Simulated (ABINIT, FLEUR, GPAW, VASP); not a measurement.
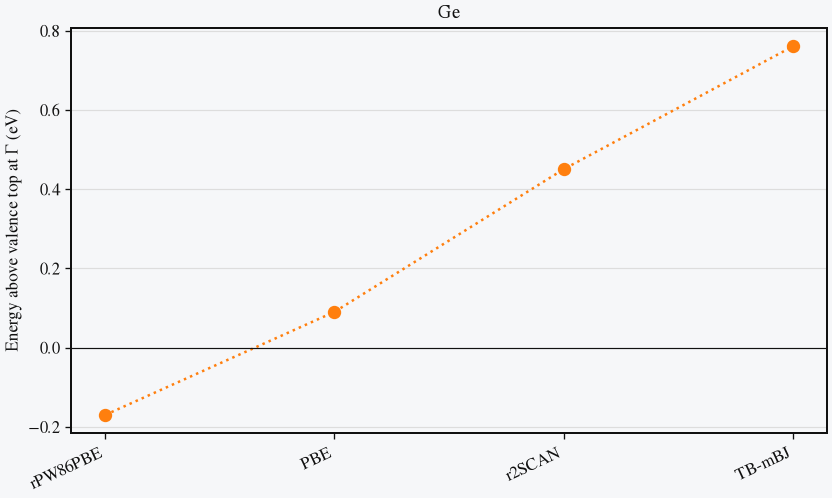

Lowest conduction level at Γ, counted from the valence-band top at Γ, by several methods on one cell of diamond-type Ge, space group Fd-3m, 2 atoms in the primitive cell; cubic a = 5.658 Å. All runs are without spin-orbit coupling and carry no moments. The cell is at 4 GPa in PBE. A negative value at Γ means that the s-like level, then filled, lies under the p-like triplet: the bands are inverted and there is no gap. In some of the methods the smallest gap lies off these points.

| method | program | Γ (eV) |
| --- | --- | --- |
| rPW86PBE | ABINIT | −0.17 |
| PBE | GPAW | 0.09 |
| r2SCAN | FLEUR | 0.45 |
| TB-mBJ | VASP | 0.76 |

**Estimate the G0W0@PBE values. It was run as: PBE, GPAW PAW data sets (gpaw-data 1.2.1), 4×4×4 k mesh, 450 eV cutoff, Fermi-Dirac smearing of 0.001 eV (GPAW 26.7.0), G0W0 with response cutoff 100 eV, frequency model plasmon pole and response bands 102, extrapolated in the response cutoff.**

It starts from PBE, whose row gives 0.09 eV at Γ. G0W0@PBE gives 1.26 eV at Γ, which is +1.17 eV from PBE at Γ.

**Which methods leave a gap at Γ?**

PBE (0.09 eV), r2SCAN (0.45 eV), TB-mBJ (0.76 eV) and G0W0@PBE (1.26 eV); under rPW86PBE the bands are inverted and the gap is closed.

**How do the methods rank at Γ?**

From low to high: rPW86PBE −0.17, PBE 0.09, r2SCAN 0.45, TB-mBJ 0.76, G0W0@PBE 1.26 eV.

Settings. rPW86PBE: PseudoDojo NC SR PBE v0.4.1 standard, 8×8×8 k mesh, 1061 eV cutoff, Fermi-Dirac smearing of 0.05 eV (ABINIT 10.8.3 (patched build)). PBE: GPAW PAW data sets (gpaw-data 1.2.1), 8×8×8 k mesh, 600 eV cutoff, Gaussian smearing of 0.011 eV (GPAW). r2SCAN: all-electron, 8×8×8 k mesh, Fermi-Dirac smearing of 0.05 eV (FLEUR). TB-mBJ: VASP PAW PBE potentials, release 64 (Ge_d), 8×8×8 k mesh, 520 eV cutoff, Fermi-Dirac smearing of 0.05 eV (VASP 6.6.1).

These are five of the 40 methods that were run on this cell. Runs that lie over 0.07 eV from the median of the programs for their method weren't drawn. The runs come from different programs and meshes, which adds differences of its own. Spin-orbit coupling is left out, which matters for Ge. rPW86PBE, PBE, r2SCAN and G0W0@PBE: measured Ge has an indirect gap, with the conduction bottom at L. LDA, GGA and most meta-GGA functionals understate gaps. rPW86PBE: the potentials were made for another functional. r2SCAN: the meta-GGA is that of a development version, with a GGA for the radial functions and cores and without core tails. TB-mBJ: the PAW data sets were made with another functional. TB-mBJ: this is a model potential built to give gaps, with no total energy. G0W0@PBE: the k mesh is coarse, so the values aren't converged. G0W0@PBE: the quasiparticle gap is taken among the few k points that were corrected. G0W0@PBE: the long-wavelength limit can be off by a per cent or two. Over all k points computed the smallest gap is 0.71 eV in TB-mBJ, from the valence top at Γ to the conduction bottom at L. Measured Ge has a positive gap at its own volume; rPW86PBE close it.
